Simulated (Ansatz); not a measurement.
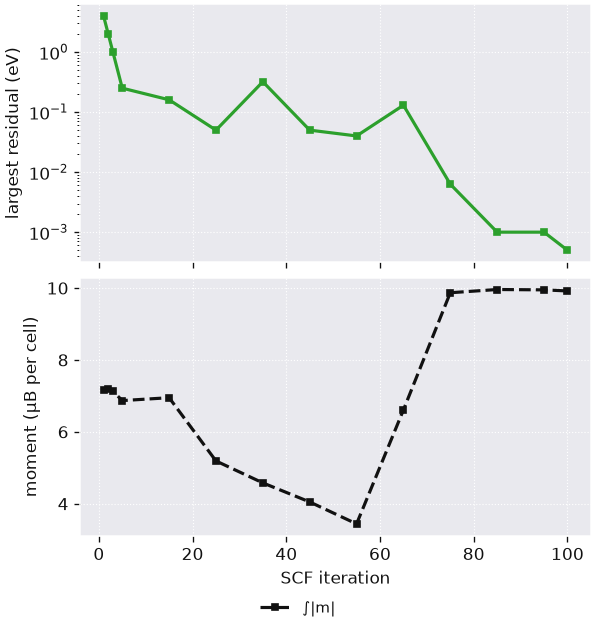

The plot shows the SCF iterations of a calculation: largest residual, magnetic moments. Only some iterations were kept.

Program: Ansatz.

```
crystal:
  lattice:
    - [3.7, 0, 0]
    - [0, 3.7, 0]
    - [0, 0, 3.7]
  atoms:
    - { symbol: Mn, position: [0, 0, 0], spin: 2.5, spin_axis: [0.1354, -0.3038, 1] }
    - { symbol: Mn, position: [0.5, 0.5, 0], spin: 2.5, spin_axis: [-0.2531, 0.1713, 1] }
    - { symbol: Mn, position: [0.5, 0, 0.5], spin: 2.5, spin_axis: [0.1278, -0.2758, 1] }
    - { symbol: Mn, position: [0, 0.5, 0.5], spin: 2.5, spin_axis: [0.0648, -0.2428, 1] }
kpoints:
  mp_grid: { grid: [4, 4, 4], shift: [0, 0, 0] }
hamiltonian:
  xc: pbe
  dispersion: none
  pseudopotentials: { kind: paw }
  noncollinear_xc: multicollinear
magnetization:
  noncollinear: true
scf:
  occupations: { method: gaussian, width: 0.1 }
  mixing: { algorithm: broyden }
```

Question: Was self-consistency reached?

Answer: Not converged after 100 iterations. The residual comes down slowly and unevenly, and has reached only 5 × 10⁻⁴ when the run stops.

Question: What happens to the magnetisation?

Answer: The integral of |m| doesn't settle. Over the last points it still swings between 3.4 and 10.0 μB per cell.
